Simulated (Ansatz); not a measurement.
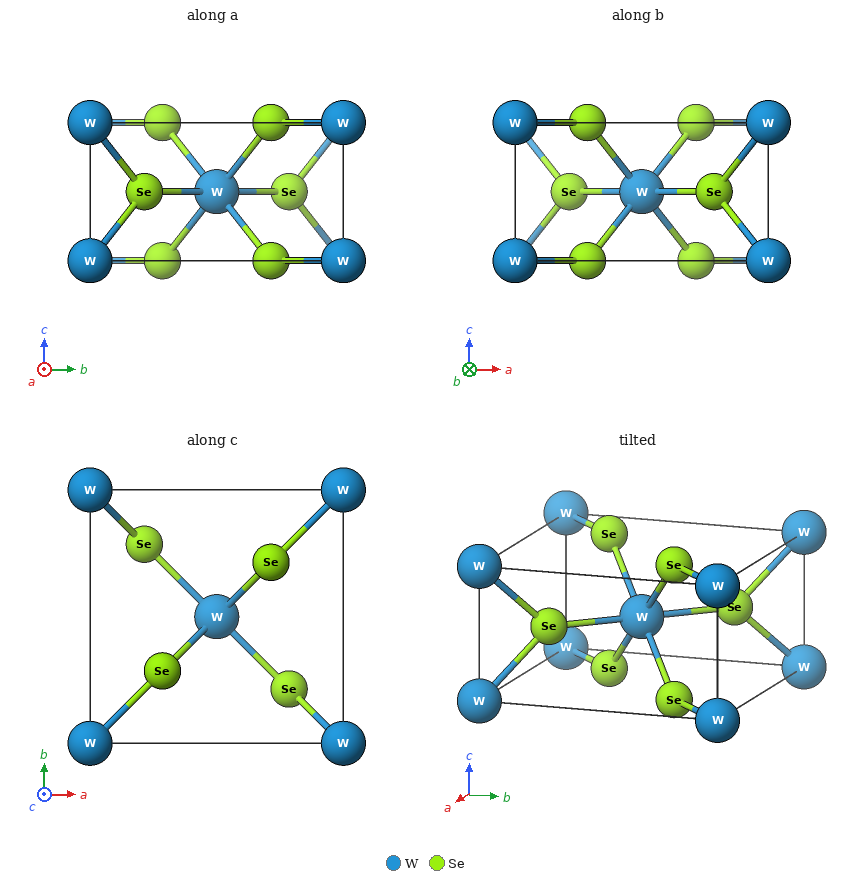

An orthographic ball-and-stick view of the structure, along the a axis, along the b axis, along the c axis and slightly off an axis. One conventional unit cell is outlined, and atoms on its boundary appear in each equivalent place.

Lattice parameters: a = 6.128 Å, b = 6.128 Å, c = 3.341 Å, α = 90.00°, β = 90.00°, γ = 90.00°.

Set out the cell and atoms as a table of Wyckoff sites, with free fractional coordinates to two decimals.

Answer. Space group P4_2/mnm (No. 136).
| atom | site | x | y | z |
| --- | --- | --- | --- | --- |
| W | 2a | 0.00 | 0.00 | 0.00 |
| Se | 4f | 0.29 | 0.29 | 0.00 |

Origin of the cell: a structure type filled with these elements by a generator (whether the compound takes this form wasn't checked). What is shown is the relaxed result from Ansatz, DFT, PBEsol, plane waves, PAW.
